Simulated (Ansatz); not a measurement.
Cu: geometry relaxation (part 3 of 3)

The same run, continued: Cu (2 atoms in the cell); DFT, PBE, PAW with Ansatz's default frozen-core files, scalar-relativistic, no spin polarisation (Ansatz 0.2.0); cutoff 420 eV, 13×13×13 k-mesh, Fermi–Dirac smearing of 0.05 eV. The structure was built on a prototype by a generator; it need not be a known phase. Its volume is 1.31 times that of the source entry. It belongs to a series of runs on one base structure; here: diamond relaxed under pressure, PAW files.

Geometry of the input (Å; fractional positions):
```
0.0000  2.4984  2.4984
2.4984  0.0000  2.4984
2.4984  2.4984  0.0000
Cu -0.1250  -0.1250  -0.1250
Cu 0.1250  0.1250  0.1250
```

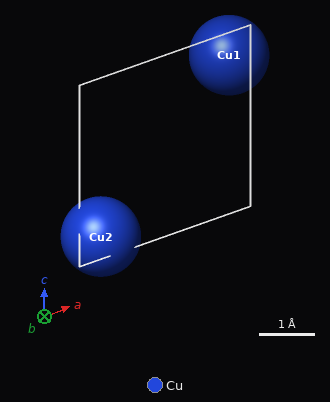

Fig. 1: The geometry at step 7 of the log (spheres-only view of the cell of the calculation, along the b axis; atoms are numbered from 1 in the order of the input).

```
basis re-selected at this cell: Δ(F+E_penalty+E_count) = +1.543e-5 eV, ΔP = +0.000 GPa vs the last step (what re-selecting the basis moved, of the pressure what is left beyond the Pulay correction that the steps carried, after the strain that the cell walked since its last selection, with what the two solves' SCF thresholds leave and, on support functions, any second-order correction that the steps lacked; it is no measure of the basis error at this ecutwfc). This SCF's stress stands 1.13e-3 GPa from its target on what of the cell is left free (relax.cell.stress_tol is 3.00e-2 GPa) and its largest allowed force component is 6.13e-17 eV/Å (relax.f_tol is 5.00e-3 eV/Å): within both
SCF converged after 5 iterations
Free energy (F): -13248.230342 eV
Harris-Foulkes:  -13248.230342 eV  (|F-HF|=1.82e-12)
Internal energy: -13248.223865 eV  (E = F + TS)
E sigma→0 (E₀):  -13248.227103 eV
Entropy (-TS):   -0.006477 eV (-3.239 meV/atom)
Fermi energy:    7.308372 eV
--- Per-component energies (eV) ---
  E_band       = -1046.004083
  E_kinetic    = 598.025361
  E_local      = -10791.658200  (includes V_loc(G=0)·N_el)
  E_nonlocal   = 789.641278
  E_hartree    = 4752.064174
  E_xc         = -174.453251
  E_vxc        = -224.707260  (∫ρ·V_xc dr)
  E_paw        = -3335.290608  (= ΣΔE_a)
  E_vpaw       = -921.434174  (= ΣTr[D̂ρ^β])
  E_aug_tail   = 0.000672  (compensation charges beyond the density's cutoff)
  E_ewald      = -5086.553290
  E_smearing   = -0.006477  (= −TS)
  E_closure    = -0.000000  (closes the sum)
  Σ components = -13248.230342   (vs F -13248.230342, Δ=0.00e0)
--- Forces (eV/Å), atoms counted from 1 ---
  atom   1  Cu    -0.00000000    -0.00000000    -0.00000000
  atom   2  Cu     0.00000000     0.00000000     0.00000000
  max |Σ_I F_I| component: 1.62e-17 eV/Å
--- Stress (GPa, compression-positive) ---
       -3.698866       0.000000       0.000000
        0.000000      -3.698866      -0.000000
        0.000000       0.000000      -3.698866
  P = ⅓ Tr σ = -3.6989 GPa (-36.989 kbar)
--- Band table (eV; the first three rows and the last of 84) ---
  k-point 0: bands = ["-104.4959", "-104.4715", "-61.9056", "-61.9056", "-61.9056", "-61.8379", "-61.8379", "-61.8379", "1.4826", "4.6620", "4.6620", "4.6620", "4.6934", "4.6934", "5.6456", "5.6456", "5.6456", "6.2070", "6.2070", "16.4800", "16.4800", "16.4800", "17.4705"]
  k-point 1: bands = ["-104.4957", "-104.4717", "-61.9059", "-61.9059", "-61.9053", "-61.8382", "-61.8376", "-61.8376", "1.5693", "4.6148", "4.6148", "4.6634", "4.7542", "4.7542", "5.6290", "5.6425", "5.6425", "6.2076", "6.2076", "15.0811", "16.0660", "16.0660", "17.8560"]
  k-point 2: bands = ["-104.4949", "-104.4725", "-61.9069", "-61.9069", "-61.9045", "-61.8391", "-61.8366", "-61.8366", "1.8255", "4.5773", "4.5773", "4.6689", "4.8254", "4.8254", "5.5850", "5.6403", "5.6403", "6.2073", "6.2073", "13.1960", "15.4565", "15.4565", "17.7421"]
  k-point 83: bands = ["-104.4847", "-104.4825", "-61.9172", "-61.9163", "-61.8759", "-61.8680", "-61.8274", "-61.8265", "4.4137", "4.4229", "4.6157", "4.7030", "5.1191", "5.2034", "5.3131", "5.4460", "6.3020", "6.3153", "7.4724", "8.1471", "9.3506", "9.9886", "18.3752"]
--- Relaxed structure (9 steps of the walk, 9 accepted, 3 SCFs on fresh bases) ---
  F+E_penalty+E_count = -13248.23034202 eV   max|allowed force component| = 6.129e-17 eV/Å   (the final SCF, on the basis selected at the relaxed cell)
  cell:  # Å, volume = 41.7098 Å³
    - [2.562812977269936e-33, 2.7525556049784083, 2.7525556049784083]
    - [2.7525556049784083, 1.735611023605579e-33, 2.7525556049784083]
    - [2.7525556049784083, 2.7525556049784083, 3.5852709542401665e-33]
  atoms:
    - { symbol: Cu, position: [-0.125, -0.125, -0.125] }
    - { symbol: Cu, position: [0.125, 0.125, 0.125] }
```

File rho_z.tsv
```
# z_ang	rho[e/angstrom^3]
# format = ansatz-planar-average/11
# lattice	0.000000000	2.752555605	2.752555605
# lattice	2.752555605	0.000000000	2.752555605
# lattice	2.752555605	2.752555605	0.000000000
# sites	2
# site	29	-0.688138901	-0.688138901	-0.688138901
# site	29	0.688138901	0.688138901	0.688138901
0.000000	1.321022e0
0.144174	1.484577e0
0.288348	1.854836e0
0.432522	2.124201e0
0.576697	2.021979e0
0.720871	1.569021e0
0.865045	1.023078e0
1.009219	5.993737e-1
1.153393	3.432487e-1
1.297567	2.066148e-1
1.441741	1.372931e-1
1.585915	1.039064e-1
1.730090	8.863472e-2
1.874264	8.198823e-2
2.018438	8.198823e-2
2.162612	8.863472e-2
2.306786	1.039064e-1
2.450960	1.372931e-1
2.595134	2.066148e-1
2.739308	3.432487e-1
2.883483	5.993737e-1
3.027657	1.023078e0
3.171831	1.569021e0
3.316005	2.021979e0
3.460179	2.124201e0
3.604353	1.854836e0
3.748527	1.484577e0
```

Trajectory as extended XYZ (Å, eV, eV/Å), 12 frames, from step=1 to step=12
```
2
Lattice="0.0000 2.4984 2.4984 2.4984 0.0000 2.4984 2.4984 2.4984 0.0000" Properties=species:S:1:pos:R:3:forces:R:3 step=1 energy=-13247.93028 pressure_GPa=18.73
Cu   -0.6246   -0.6246   -0.6246    0.0000   0.0000   0.0000
Cu    0.6246    0.6246    0.6246    0.0000   0.0000   0.0000
2
Lattice="0.0000 2.5843 2.5843 2.5843 0.0000 2.5843 2.5843 2.5843 0.0000" Properties=species:S:1:pos:R:3:forces:R:3 step=2 energy=-13248.19003 pressure_GPa=7.42
Cu   -0.6461   -0.6461   -0.6461    0.0000   0.0000   0.0000
Cu    0.6461    0.6461    0.6461    0.0000   0.0000   0.0000
2
Lattice="0.0000 2.6812 2.6812 2.6812 0.0000 2.6812 2.6812 2.6812 0.0000" Properties=species:S:1:pos:R:3:forces:R:3 step=3 energy=-13248.26302 pressure_GPa=-0.84
Cu   -0.6703   -0.6703   -0.6703    0.0000   0.0000   0.0000
Cu    0.6703    0.6703    0.6703    0.0000   0.0000   0.0000
2
Lattice="0.0000 2.7357 2.7357 2.7357 0.0000 2.7357 2.7357 2.7357 0.0000" Properties=species:S:1:pos:R:3:forces:R:3 step=4 energy=-13248.22121 pressure_GPa=-4.54
Cu   -0.6839   -0.6839   -0.6839    0.0000   0.0000   0.0000
Cu    0.6839    0.6839    0.6839    0.0000   0.0000   0.0000
2
Lattice="0.0000 2.7229 2.7229 2.7229 0.0000 2.7229 2.7229 2.7229 0.0000" Properties=species:S:1:pos:R:3:forces:R:3 step=5 energy=-13248.23609 pressure_GPa=-3.70
Cu   -0.6807   -0.6807   -0.6807    0.0000   0.0000   0.0000
Cu    0.6807    0.6807    0.6807    0.0000   0.0000   0.0000
2
Lattice="0.0000 2.7229 2.7229 2.7229 0.0000 2.7229 2.7229 2.7229 0.0000" Properties=species:S:1:pos:R:3:forces:R:3 step=6 energy=-13248.25606 pressure_GPa=-2.45
Cu   -0.6807   -0.6807   -0.6807    0.0000   0.0000   0.0000
Cu    0.6807    0.6807    0.6807    0.0000   0.0000   0.0000
2
Lattice="0.0000 2.7414 2.7414 2.7414 0.0000 2.7414 2.7414 2.7414 0.0000" Properties=species:S:1:pos:R:3:forces:R:3 step=7 energy=-13248.24101 pressure_GPa=-3.23
Cu   -0.6853   -0.6853   -0.6853    0.0000   0.0000   0.0000
Cu    0.6853    0.6853    0.6853    0.0000   0.0000   0.0000
2
Lattice="0.0000 2.7515 2.7515 2.7515 0.0000 2.7515 2.7515 2.7515 0.0000" Properties=species:S:1:pos:R:3:forces:R:3 step=8 energy=-13248.23093 pressure_GPa=-3.62
Cu   -0.6879   -0.6879   -0.6879    0.0000   0.0000   0.0000
Cu    0.6879    0.6879    0.6879    0.0000   0.0000   0.0000
2
Lattice="0.0000 2.7537 2.7537 2.7537 0.0000 2.7537 2.7537 2.7537 0.0000" Properties=species:S:1:pos:R:3:forces:R:3 step=9 energy=-13248.22858 pressure_GPa=-3.70
Cu   -0.6884   -0.6884   -0.6884    0.0000   0.0000   0.0000
Cu    0.6884    0.6884    0.6884    0.0000   0.0000   0.0000
2
Lattice="0.0000 2.7537 2.7537 2.7537 0.0000 2.7537 2.7537 2.7537 0.0000" Properties=species:S:1:pos:R:3:forces:R:3 step=10 energy=-13248.22908 pressure_GPa=-3.74
Cu   -0.6884   -0.6884   -0.6884    0.0000   0.0000   0.0000
Cu    0.6884    0.6884    0.6884    0.0000   0.0000   0.0000
2
Lattice="0.0000 2.7526 2.7526 2.7526 0.0000 2.7526 2.7526 2.7526 0.0000" Properties=species:S:1:pos:R:3:forces:R:3 step=11 energy=-13248.23036 pressure_GPa=-3.70
Cu   -0.6881   -0.6881   -0.6881    0.0000   0.0000   0.0000
Cu    0.6881    0.6881    0.6881    0.0000   0.0000   0.0000
2
Lattice="0.0000 2.7526 2.7526 2.7526 0.0000 2.7526 2.7526 2.7526 0.0000" Properties=species:S:1:pos:R:3:forces:R:3 step=12 energy=-13248.23034 pressure_GPa=-3.70
Cu   -0.6881   -0.6881   -0.6881    0.0000   0.0000   0.0000
Cu    0.6881    0.6881    0.6881    0.0000   0.0000   0.0000
```

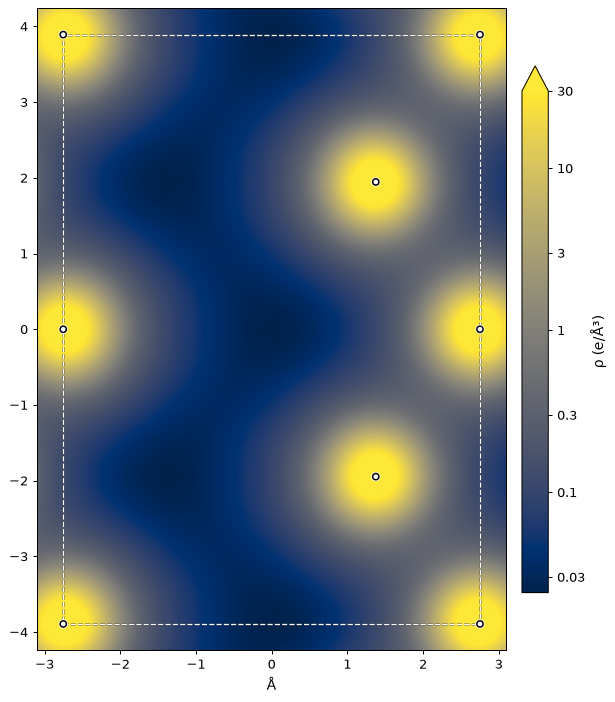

Fig. 2: Valence pseudo-density on the (011) plane of the conventional cell. Circles mark the nuclei in the plane (Cu). The section cuts through Cu sites. Cu–Cu (2.38 Å): ρ is about 0.35 e/Å³ halfway. Away from the nuclei the density in this plane falls to 0.02 e/Å³ at its lowest. The fields are those of the smooth PAW valence density.

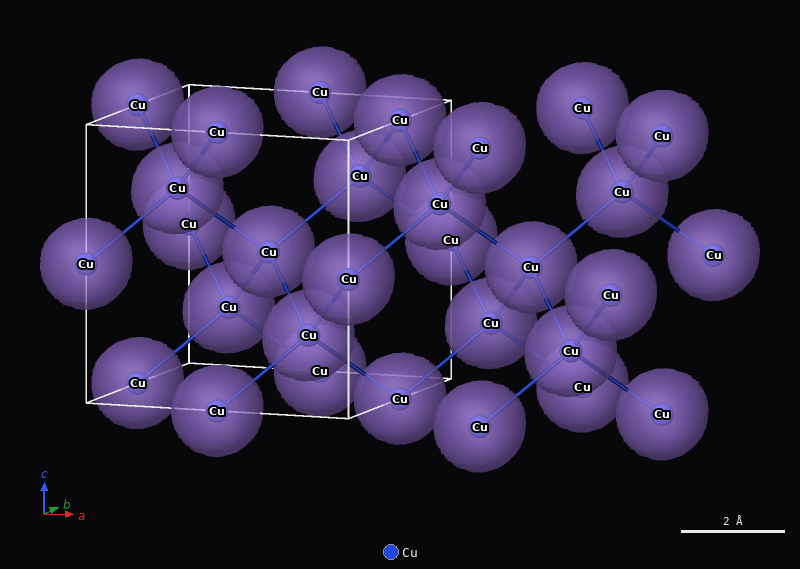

Fig. 3: Isosurface of the valence pseudo-density at 0.6 e/Å³ (purple), seen slightly off an axis. Sticks mark near contacts. The outline is the cell set on symmetry axes. At this value the density breaks into separate islands; it holds about 85 % of the electrons treated as valence (semicore included). It is pinched off along the Cu–Cu (2.38 Å) contacts. On the grid the lowest density along these lines, outside the cores, is 0.35 e/Å³ (Cu–Cu, 2.38 Å).

Results in brief

```json
{"quantity": "outcome", "value": "converged"}
{"quantity": "space group (tolerance 0.01 Å)", "value": "Fd-3m (227)"}
{"quantity": "electrons treated", "value": "38"}
{"quantity": "free energy", "value": "−13248.2303 eV"}
{"quantity": "Fermi energy", "value": "7.308 eV"}
{"quantity": "pressure", "value": "−3.70 GPa"}
{"quantity": "final volume", "value": "41.71 Å³"}
{"quantity": "largest force (length of the vector) at the end", "value": "under 0.001 eV/Å"}
{"quantity": "final cell", "value": "a = 3.893 Å, b = 3.893 Å, c = 3.893 Å, α = 60.00°, β = 60.00°, γ = 60.00°"}
{"quantity": "hardware", "value": "1 thread of Intel Xeon (Sapphire Rapids), 32 GiB of memory available, shared host"}
{"quantity": "wall time", "value": "34 s"}
{"quantity": "peak memory", "value": "0.45 GiB"}
```
